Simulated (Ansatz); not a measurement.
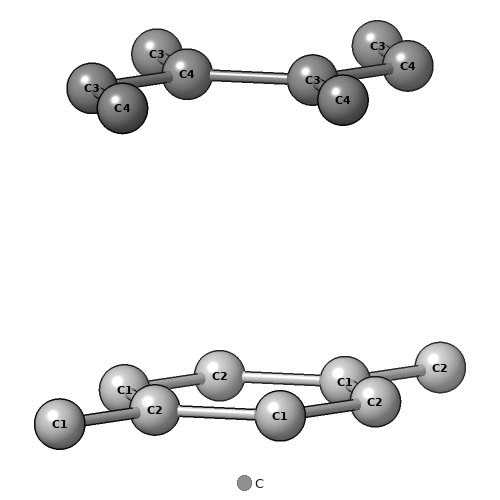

The system is a bilayer of two C sheets (4 atoms in the cell); the picture shows the reference structure; the lower layer is drawn fainter. The upper layer of a bilayer is slid along a line and lifted, both layers rigid. The first coordinate is: slide of the upper layer along the first surface vector, from C3 above C1; the second: distance between the facing planes of atoms. Grid: 6 × 6 points; 24 points were computed and 12 follow by symmetry. Points are written as (first, second). Energies are in mJ/m², from the lowest grid point. Level of theory: Ansatz, DFT PBE+D3(BJ), scalar-relativistic, plane waves, PAW. Settings: cutoff 420 eV, k-mesh 15×15×1, gaussian smearing 0.1 eV, no spin polarisation.

Its coordinates:

```xyz
4
Lattice="2.4657 0.0000 0.0000 -1.2328 2.1353 0.0000 0.0000 0.0000 17.5001" Properties=species:S:1:pos:R:3 pbc="T T T"
C     1.2328    0.7118    4.5000
C     0.0000    1.4235    4.5000
C     2.4657    0.7118    8.0100
C     1.2328    1.4235    8.0100
```

Range: slide of the upper layer along the first surface vector from 0.00 to 2.05 Å; distance between the facing planes of atoms from 2.71 to 4.51 Å.

Question: What landscape does the calculation give?

Answer: The lowest grid point is at (1.23 Å, 3.51 Å). It is the only kind of minimum in the scanned range. The highest grid point, (0.00 Å, 2.71 Å), lies 1219 mJ/m² above the lowest. On the interpolated surface the easiest way out of the lowest well to its copy in the next cell or period passes a barrier of about 35 mJ/m², counted from the interpolated bottom of the well. Round the minimum the two coordinates are nearly uncoupled.

| second ↓, first → | 0.00 | 0.41 | 0.82 | 1.23 | 1.64 | 2.05 |
| --- | --- | --- | --- | --- | --- | --- |
| 4.51 | 147 | 147 | 147 | 147 | 147 | 147 |
| 3.91 | 63 | 61 | 57 | 56 | 57 | 61 |
| 3.51 | 34 | 25 | 7 | 0 | 7 | 25 |
| 3.23 | 113 | 87 | 38 | 17 | 38 | 87 |
| 2.98 | 395 | 327 | 210 | 160 | 210 | 327 |
| 2.71 | 1219 | 1022 | 748 | 639 | 748 | 1022 |

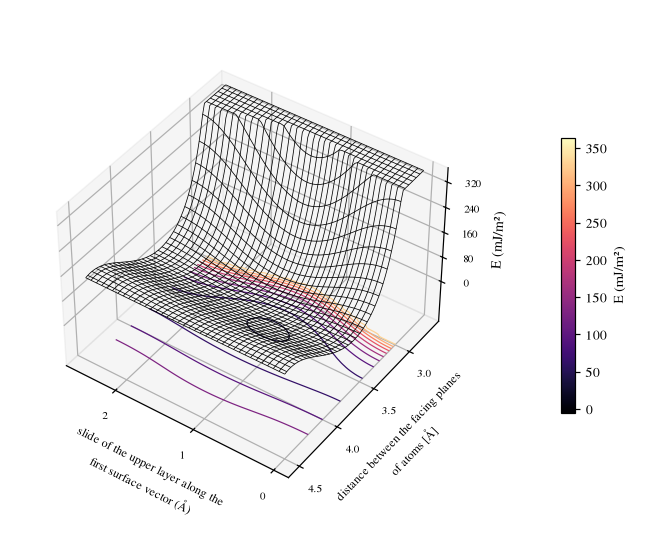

The picture shows a relief with its contours projected below, any walls above the top of the colour scale cut off. Between grid points the surface is interpolated.

Each point was launched as `ansatz run input.yaml --threads 1 --pin off --max-ram 3072MiB --backend cpu --events-out ev --progress --plain --runs-dir out`. Time for the 24 points that were run: 5.3 min on 1 thread of Arm Neoverse N1 (shared host).

PAW datasets: the set soft_1.
